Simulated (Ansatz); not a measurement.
# HfS4: one candidate of a structure search, part 2 of 2

The task: take a trial cell of HfS4 to zero force and stress.

Ansatz 0.2.0; DFT PBE, scalar-relativistic, plane waves, PAW.

## (4) Final relaxation

The end of the coarse run is made exact in the group found at a tolerance of 0.06 Å and reduced to its primitive cell.

Contents of input.yaml:

```yaml
crystal:
  lattice:
    - [-2.9812712792, 2.9812712792, 2.9812712792]
    - [2.9812712792, -2.9812712792, 2.9812712792]
    - [2.9812712792, 2.9812712792, -2.9812712792]
  atoms:
    - { symbol: Hf, position: [0.0, 0.0, 0.0] }
    - { symbol: S, position: [0.5, 0.5, 0.5] }
    - { symbol: S, position: [0.5, 0.0, 0.0] }
    - { symbol: S, position: [0.0, 0.0, 0.5] }
    - { symbol: S, position: [0.0, 0.5, 0.0] }
basis:
  ecutwfc: 420
kpoints:
  mp_grid: { grid: [10, 10, 10] }
hamiltonian:
  xc: pbe
scf:
  occupations: { method: gaussian, width: 0.1 }
output:
  forces: true
  stress: true
  eigenvalues: true
  write_density: true
  write_potential: true
  elf: true
  volumetric_format: npy
relax:
  adjacent_minimum: "off"
  f_tol: 0.01
  max_steps: 80
  cell: { stress_tol: 0.05 }
```

Command:

```console
$ ansatz run input.yaml --threads 1 --pin off --max-ram 2560MiB --backend cpu --events-out ev --progress --plain --runs-dir out
```

Standard output:

```text
Warning: RAYON_NUM_THREADS=1 ignored (pool sized by the plan → 1); use --threads N
Engine: ansatz 0.2.0, x86_64-unknown-linux-gnu
Pseudopotentials: kind: paw
Pseudopotential: Hf, paw, valence charge 26, recommended cutoff 420 eV (normal), Hf.paw.azcp
Pseudopotential: S, paw, valence charge 6, recommended cutoff 420 eV (normal), S.paw.azcp
Functional definition: PBE
  parameter kappa = 0.804
  parameter beta = 0.06672455060314922
  exchange = pbe_x(kappa = kappa, mu = beta*pi^2/3)
  correlation = pbe_c(beta = beta)
Crystal: 5 atoms, lattice volume = 105.990 Å³
Basis set: ecut = 420 eV, 2093 PW (Γ), exchange–correlation on 72×72×72 points (8 copies of the dense FFT grid, shifted against one another)
Bands: 30, of which v1, the nominal top of the filled ones, is band 25 counted from 1 (24 counted from 0)
Symmetry: 48 space group operations
Space group: Im-3m (ITA 229), of the structure as read, at distance tolerance 4.7e-5 Å
k-points: 47 of 1000
Non-local potential: Hf, projectors of the file, l = 0: 3, l = 1: 2, l = 2: 2, l = 3: 3
Non-local potential: S, projectors of the file, l = 0: 2, l = 1: 2, l = 2: 2
PAW form: soft (Blöchl's): semilocal exchange-correlation on the pseudo side does not see the compensation charge
PAW one-centre angular grid: Hf, 590 points (default); XC on 64 Gauss nodes
PAW one-centre angular grid: S, 110 points (default); XC on 64 Gauss nodes
Initial density: superposition of atomic densities (neutral atoms: chi_scale 0, normalization atom), corrected by the library's trained network
Initial wavefunctions: pseudopotential atomic-orbital guess
Functional: x = pbe(κ = 0.804, μ = 0.2195149727645171), c = pbe(β = 0.06672455060314922)
SCF iter   1: F=—  HF=-19330.692218 eV  |F-HF|=—  |Δ(HF+E_count)|=         —  Δρ=3.36e-3  dr2=1.21e-2  ethr=1.77e-3  ⟨swp⟩=5.5  Hψ=5625  notcnv=0
preconditioner: auto → LDOS  [metal: Δε(μ)=0.011 eV  Ē_g=9.854 eV  σ=0.100 eV  W_gap=0.06  n_scr=18 (ndim 8)  ℏωp=23.4 eV  f_vac=0.037  D(μ)=4.19/eV (n_scr^D=42)  β→1.0]
SCF iter   2: F=—  HF=-19330.694617 eV  |F-HF|=—  |Δ(HF+E_count)|=   2.40e-3  Δρ=1.05e-3  dr2=1.95e-3  ethr=2.43e-5  ⟨swp⟩=2.1  Hψ=2835  notcnv=0  defer=2
SCF iter   3: F=—  HF=-19330.694518 eV  |F-HF|=—  |Δ(HF+E_count)|=   9.88e-5  Δρ=4.53e-4  dr2=2.42e-4  ethr=3.90e-6  ⟨swp⟩=2.0  Hψ=2549  notcnv=0  defer=2
SCF iter   4: F=—  HF=-19330.694366 eV  |F-HF|=—  |Δ(HF+E_count)|=   1.52e-4  Δρ=1.25e-4  dr2=1.75e-5  ethr=4.83e-7  ⟨swp⟩=2.0  Hψ=2516  notcnv=0  defer=2
SCF iter   5: F=—  HF=-19330.694313 eV  |F-HF|=—  |Δ(HF+E_count)|=   5.30e-5  Δρ=4.07e-5  dr2=1.88e-6  ethr=3.49e-8  ⟨swp⟩=2.0  Hψ=2385  notcnv=0  defer=2
SCF iter   6: F=-19330.694314 eV  HF=-19330.694314 eV  |F-HF|=1.68e-8  |Δ(HF+E_count)|=   1.06e-6  Δρ=6.67e-6  dr2=4.57e-8  ethr=2.00e-10  ⟨swp⟩=8.3  Hψ=10427  notcnv=0
SCF 1 converged in 6 iterations: F = -19330.694314 eV  dr2 = 4.57e-8
relax step   1: F+E_penalty+E_count = -19330.69431435 eV  Δ(F+E_penalty+E_count) = +0.000e0 eV  max|allowed force component| = 2.040e-28 eV/Å  Δτ_max = 0.0000 Å  P = +0.170 GPa  Ω = 105.990 Å³  (6 SCF iters, dr2 threshold 1.00e-7 eV, accepted)
Crystal: 5 atoms, lattice volume = 106.318 Å³
Initial density: handed on by an earlier stage of this run
Initial wavefunctions: those handed on with the density
iter 1 solved again at ethr=7.36e-7 eV; its pass at ethr=3.10e-3 eV (dr2=3.68e-4 eV) is discarded
SCF iter   1: F=—  HF=-19330.694525 eV  |F-HF|=—  |Δ(HF+E_count)|=         —  Δρ=3.22e-4  dr2=3.44e-4  ethr=7.36e-7  ⟨swp⟩=2.0  Hψ=6719  notcnv=0
preconditioner: auto → LDOS  [metal: Δε(μ)=0.009 eV  Ē_g=9.854 eV  σ=0.100 eV  W_gap=0.05  n_scr=18 (ndim 8)  ℏωp=23.3 eV  f_vac=0.034  D(μ)=4.19/eV (n_scr^D=42)  β→1.0]
SCF iter   2: F=—  HF=-19330.694444 eV  |F-HF|=—  |Δ(HF+E_count)|=   8.07e-5  Δρ=1.66e-4  dr2=6.39e-5  ethr=6.89e-7  ⟨swp⟩=2.0  Hψ=2405  notcnv=0
SCF iter   3: F=—  HF=-19330.694364 eV  |F-HF|=—  |Δ(HF+E_count)|=   8.03e-5  Δρ=2.84e-5  dr2=1.02e-6  ethr=1.28e-7  ⟨swp⟩=2.0  Hψ=2365  notcnv=0
SCF iter   4: F=—  HF=-19330.694363 eV  |F-HF|=—  |Δ(HF+E_count)|=   9.29e-7  Δρ=1.38e-5  dr2=1.93e-7  ethr=1.44e-10  ⟨swp⟩=10.1  Hψ=12195  notcnv=0
SCF iter   5: F=-19330.694363 eV  HF=-19330.694363 eV  |F-HF|=3.47e-9  |Δ(HF+E_count)|=   8.40e-9  Δρ=3.55e-6  dr2=1.77e-8  ethr=1.44e-10  ⟨swp⟩=8.2  Hψ=9097  notcnv=0
SCF 2 converged in 5 iterations: F = -19330.694363 eV  dr2 = 1.77e-8
relax step   2: F+E_penalty+E_count = -19330.69436264 eV  Δ(F+E_penalty+E_count) = -4.828e-5 eV  max|allowed force component| = 2.120e-28 eV/Å  Δτ_max = 0.0000 Å  P = -0.088 GPa  Ω = 106.318 Å³  energy of the carried Pulay correction = -3.488e-5 eV  (5 SCF iters, dr2 threshold 7.22e-8 eV, accepted)
Crystal: 5 atoms, lattice volume = 106.206 Å³
iter 1 solved again at ethr=8.50e-8 eV; its pass at ethr=3.10e-3 eV (dr2=4.25e-5 eV) is discarded
SCF iter   1: F=—  HF=-19330.694477 eV  |F-HF|=—  |Δ(HF+E_count)|=         —  Δρ=1.10e-4  dr2=3.98e-5  ethr=8.50e-8  ⟨swp⟩=2.0  Hψ=6691  notcnv=0
preconditioner: auto → LDOS  [metal: Δε(μ)=0.012 eV  Ē_g=9.860 eV  σ=0.100 eV  W_gap=0.07  n_scr=18 (ndim 8)  ℏωp=23.4 eV  f_vac=0.034  D(μ)=4.18/eV (n_scr^D=42)  β→1.0]
SCF iter   2: F=—  HF=-19330.694414 eV  |F-HF|=—  |Δ(HF+E_count)|=   6.22e-5  Δρ=5.74e-5  dr2=7.67e-6  ethr=7.96e-8  ⟨swp⟩=2.0  Hψ=2406  notcnv=0
SCF iter   3: F=—  HF=-19330.694406 eV  |F-HF|=—  |Δ(HF+E_count)|=   8.66e-6  Δρ=1.02e-5  dr2=1.29e-7  ethr=1.53e-8  ⟨swp⟩=2.0  Hψ=2365  notcnv=0
SCF iter   4: F=—  HF=-19330.694406 eV  |F-HF|=—  |Δ(HF+E_count)|=   1.46e-7  Δρ=4.50e-6  dr2=2.08e-8  ethr=3.88e-11  ⟨swp⟩=8.6  Hψ=10886  notcnv=0
SCF iter   5: F=-19330.694406 eV  HF=-19330.694406 eV  |F-HF|=2.33e-10  |Δ(HF+E_count)|=   2.92e-9  Δρ=1.05e-6  dr2=1.46e-9  ethr=3.88e-11  ⟨swp⟩=7.0  Hψ=8307  notcnv=0
SCF 3 converged in 5 iterations: F = -19330.694406 eV  dr2 = 1.46e-9
relax step   3: F+E_penalty+E_count = -19330.69440562 eV  Δ(F+E_penalty+E_count) = -4.298e-5 eV  max|allowed force component| = 2.177e-28 eV/Å  Δτ_max = 0.0000 Å  P = -0.000 GPa  Ω = 106.206 Å³  energy of the carried Pulay correction = -2.296e-5 eV  (5 SCF iters, dr2 threshold 1.94e-8 eV, accepted)
Initial wavefunctions: pseudopotential atomic-orbital guess (no wavefunctions were taken with the density)
iter 1 solved again at ethr=3.01e-7 eV; its pass at ethr=3.10e-3 eV (dr2=1.50e-4 eV) is discarded
SCF iter   1: F=—  HF=-19330.694484 eV  |F-HF|=—  |Δ(HF+E_count)|=         —  Δρ=1.83e-6  dr2=1.87e-9  ethr=3.01e-7  ⟨swp⟩=3.3  Hψ=9313  notcnv=0
eigensolver tolerance schedule: the retry pair's looser diagonalisation over-reported the residual by 80253.60 of it (diagonalisation noise at an unbounded share of the residual, at the tolerance the schedule requests for it); recorded, not acted on — ethr = c·dr2/N_el stays at c = 1.0e-1
preconditioner: auto → LDOS  [metal: Δε(μ)=0.011 eV  Ē_g=9.859 eV  σ=0.100 eV  W_gap=0.06  n_scr=18 (ndim 8)  ℏωp=23.4 eV  f_vac=0.034  D(μ)=4.18/eV (n_scr^D=42)  β→1.0]
SCF iter   2: F=—  HF=-19330.694424 eV  |F-HF|=—  |Δ(HF+E_count)|=   5.96e-5  Δρ=1.69e-6  dr2=4.23e-9  ethr=3.75e-12  ⟨swp⟩=3.7  Hψ=3956  notcnv=0
SCF iter   3: F=—  HF=-19330.694424 eV  |F-HF|=—  |Δ(HF+E_count)|=   4.19e-9  Δρ=6.68e-7  dr2=4.26e-10  ethr=3.75e-12  ⟨swp⟩=2.9  Hψ=2725  notcnv=0
SCF iter   4: F=-19330.694424 eV  HF=-19330.694424 eV  |F-HF|=2.55e-11  |Δ(HF+E_count)|=  1.27e-10  Δρ=2.07e-7  dr2=2.93e-11  ethr=1.00e-12  ⟨swp⟩=4.4  Hψ=7755  notcnv=0
SCF 4 converged in 4 iterations: F = -19330.694424 eV  dr2 = 2.93e-11
relax step   4: F+E_penalty+E_count = -19330.69442403 eV  Δ(F+E_penalty+E_count) = -1.841e-5 eV  max|allowed force component| = 2.208e-28 eV/Å  Δτ_max = 0.0000 Å  P = -0.000 GPa  Ω = 106.206 Å³  stress off target by 2.08e-4 GPa  SCF on the basis re-selected at this cell (its energy is not comparable with the rows above)  (4 SCF iters)
basis re-selected at this cell: Δ(F+E_penalty+E_count) = -1.841e-5 eV, ΔP = +0.000 GPa vs the last step (what re-selecting the basis moved, of the pressure what is left beyond the Pulay correction that the steps carried, after the strain that the cell walked since its last selection, with what the two solves' SCF thresholds leave and, on support functions, any second-order correction that the steps lacked; it is no measure of the basis error at this ecutwfc). This SCF's stress stands 2.08e-4 GPa from its target on what of the cell is left free (relax.cell.stress_tol is 5.00e-2 GPa) and its largest allowed force component is 2.21e-28 eV/Å (relax.f_tol is 1.00e-2 eV/Å): within both
SCF converged after 4 iterations
Free energy (F): -19330.694424 eV
Harris-Foulkes:  -19330.694424 eV  (|F-HF|=2.55e-11)
Internal energy: -19330.673526 eV  (E = F + TS)
E sigma→0 (E₀):  -19330.683975 eV
Entropy (-TS):   -0.020898 eV (-4.180 meV/atom)
Fermi energy:    8.312958 eV
--- Per-component energies (eV) ---
  E_band       = -233.257038
  E_kinetic    = 840.622078
  E_local      = -8204.400668  (includes V_loc(G=0)·N_el)
  E_nonlocal   = -1128.606030
  E_hartree    = 3731.025317
  E_xc         = -683.991737
  E_vxc        = -610.111011  (∫ρ·V_xc dr)
  E_paw        = -9326.847398  (= ΣΔE_a)
  E_vpaw       = 1407.188438  (= ΣTr[D̂ρ^β])
  E_aug_tail   = 0.000005  (compensation charges beyond the density's cutoff)
  E_ewald      = -4558.475093
  E_smearing   = -0.020898  (= −TS)
  E_closure    = 0.000000  (closes the sum)
  Σ components = -19330.694424   (vs F -19330.694424, Δ=0.00e0)
--- Forces (eV/Å), atoms counted from 1 ---
  atom   1  Hf     0.00000000    -0.00000000     0.00000000
  atom   2  S      0.00000000    -0.00000000    -0.00000000
  atom   3  S      0.00000000    -0.00000000     0.00000000
  atom   4  S      0.00000000    -0.00000000     0.00000000
  atom   5  S      0.00000000    -0.00000000    -0.00000000
  max |Σ_I F_I| component: 2.84e-28 eV/Å
--- Stress (GPa, compression-positive) ---
       -0.000208      -0.000000      -0.000000
        0.000000      -0.000208       0.000000
       -0.000000       0.000000      -0.000208
  P = ⅓ Tr σ = -0.0002 GPa (-0.002 kbar)
--- Band table (eV; the first three rows and the last of 47) ---
  k-point 0: bands = ["-54.3203", "-22.9939", "-22.9939", "-22.9939", "-6.1239", "-4.2799", "-4.2759", "-4.2759", "-4.2759", "-4.2665", "-4.2665", "-4.2665", "-3.5924", "-3.5924", "-3.5924", "3.9312", "3.9312", "3.9312", "4.4655", "4.4655", "4.4655", "8.4248", "8.4248", "8.4248", "8.5240", "8.5240", "8.9080", "10.1731", "10.1731", "10.8762"]
  k-point 1: bands = ["-54.3203", "-22.9948", "-22.9943", "-22.9939", "-6.0630", "-4.2888", "-4.2782", "-4.2767", "-4.2759", "-4.2665", "-4.2664", "-4.2664", "-3.6407", "-3.6080", "-3.5631", "3.7807", "3.9476", "3.9512", "4.4425", "4.4756", "4.5873", "7.8755", "8.0074", "8.3097", "8.5553", "8.8439", "9.0428", "9.9489", "10.0874", "10.9418"]
  k-point 2: bands = ["-54.3203", "-22.9971", "-22.9954", "-22.9938", "-5.8861", "-4.3110", "-4.2876", "-4.2768", "-4.2759", "-4.2663", "-4.2660", "-4.2659", "-3.7827", "-3.6481", "-3.4885", "3.4188", "3.9743", "4.0051", "4.4212", "4.5395", "4.9415", "7.2414", "7.3556", "7.5934", "8.5464", "9.3612", "9.4183", "9.6222", "9.8841", "11.0166"]
  k-point 46: bands = ["-54.3202", "-23.0025", "-23.0025", "-23.0025", "-4.5490", "-4.5490", "-4.5490", "-4.3380", "-4.2637", "-4.2637", "-4.2637", "-4.1380", "-4.1380", "-4.1380", "-1.9895", "1.2456", "2.7127", "2.7127", "3.5896", "3.5896", "3.5896", "8.1094", "8.1094", "8.1094", "9.4750", "9.4750", "9.4750", "11.6657", "11.6657", "14.4722"]
--- Relaxed structure (3 steps of the walk, 3 accepted, 1 SCFs on fresh bases) ---
  F+E_penalty+E_count = -19330.69442403 eV   max|allowed force component| = 2.208e-28 eV/Å   (the final SCF, on the basis selected at the relaxed cell)
  cell:  # Å, volume = 106.2060 Å³
    - [-2.9832964796059427, 2.9832964796059427, 2.9832964796059427]
    - [2.9832964796059427, -2.9832964796059427, 2.9832964796059427]
    - [2.9832964796059427, 2.9832964796059427, -2.9832964796059427]
  atoms:
    - { symbol: Hf, position: [9.77846602092956e-37, 4.9523198930740975e-37, 1.498313342434698e-36] }
    - { symbol: S, position: [0.5, 0.5, 0.5] }
    - { symbol: S, position: [0.5, 0.0, 0.0] }
    - { symbol: S, position: [0.0, 0.0, 0.5] }
    - { symbol: S, position: [0.0, 0.5, 0.0] }
```

Run time: 53 s. Hardware: 1 thread of Intel Xeon Platinum 8259CL at 2.50GHz (Skylake/Cascade Lake), shared host; peak memory 0.52 GiB.

Relaxation path:

```
step  E - E(step 1) (eV/cell)  largest force component (eV/Å)  pressure (GPa)  volume (Å³)
   1                   0.0000                          0.0000            0.17       105.99
   2                   0.0000                          0.0000           -0.09       106.32
   3                  -0.0001                          0.0000            0.00       106.21
   4                  -0.0001                          0.0000            0.00       106.21
```

Step 1 is the start. Step 4 repeats the geometry before it on a plane-wave basis chosen anew for that cell, so its energy need not be comparable with the rows above.

Lengths and angles in the start's conventional setting:

|  | before | after | change |
| --- | --- | --- | --- |
| a (Å) | 5.963 | 5.967 | +0.1 % |
| b (Å) | 5.963 | 5.967 | +0.1 % |
| c (Å) | 5.963 | 5.967 | +0.1 % |
| volume (Å³/atom) | 21.20 | 21.24 | +0.2 % |
| shortest distance (Å) | 2.582 | 2.584 | +0.1 % |
| space group (0.01 Å) | Im-3m | Im-3m | same |

Forces and stress were held to the start's 48 operations: a distortion of lower symmetry was not tested.

Axes a, b and c in the maps are those of this run's conventional cell (a, b, c = 5.967, 5.967, 5.967 Å).

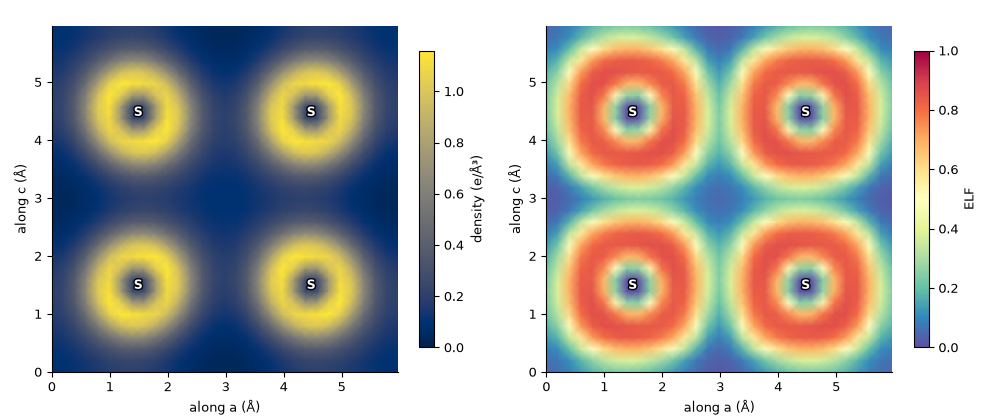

Density (left) and ELF (right) in a lattice plane of the grid's cell (edges 5.97 and 5.97 Å, at 0.250 of the third edge), which holds S. Only atoms in the plane are labelled. Both are smooth fields of the valence electrons: close to the nuclei they are not physical.

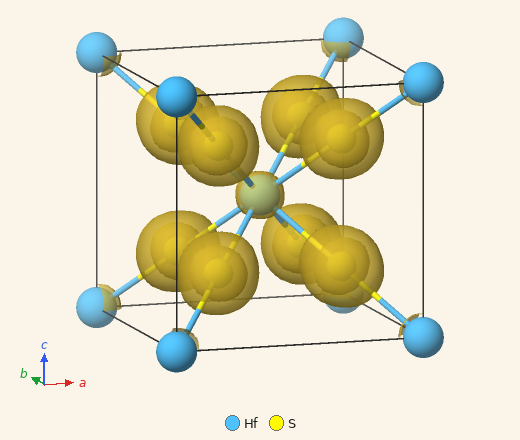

Surface of ELF = 0.82, drawn in one cell.

Maxima of ELF outside the ion cores: 0.88 in the shell around S, 0.8 Å from S.

## (5) Outcome

The summary covers parts 1 to 2. Changes of volume or cell count from the first structure of part 1.

| quantity | value |
| --- | --- |
| symmetry at the end (tolerance 0.05 Å) | space group Im-3m (No. 229) |
| conventional cell | a = 5.967 Å, b = 5.967 Å, c = 5.967 Å, α = 90.00°, β = 90.00°, γ = 90.00° |
| volume | 21.24 Å³/atom |
| energy over the elements | -0.22 eV/atom |
| gap on the mesh | none (metal) |

In words: The symmetry goes from space group I-43m (No. 217) to space group Im-3m (No. 229), and the volume per atom shrinks by 26.0 % from the first guess. A negative formation energy is needed for stability but isn't enough; other structures and compounds were not set against it here. No finished test with a distortion of lower symmetry is shown, so the end may be a saddle point. The runs treat Hf without spin-orbit coupling.
